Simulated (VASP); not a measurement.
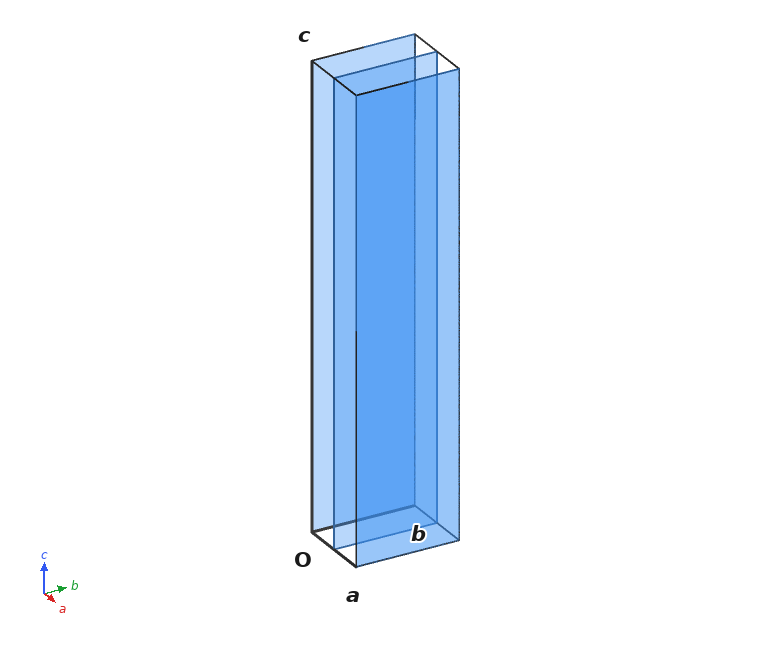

Every member of one family of equally spaced planes, hx + ky + lz = a whole number, that cuts the unit cell is shaded (one member passes through the origin O). Crystal: Tl, a cell listed in the Materials Project, as set up for an electronic-structure calculation. The drawing is computed from the coordinates (standard cell, symmetry found to 0.002 Å).

a = 3.509 Å, b = 3.509 Å, c = 11.266 Å, α = 90.00°, β = 90.00°, γ = 120.00°.

> Index the planes.

(2 0 0), in four indices (2 0 −2 0); the opposite sign names the same planes. The member next to the origin meets the axes a at 1/2, b never, c never.

> What is the spacing?

d = 1.519 Å.

> The space group is P6_3/mmc (No. 194). How many reflections hkl are equivalent to this one (itself included), and does it occur?

6 reflections are equivalent in the Laue class 6/mmm. The space group allows the reflection.
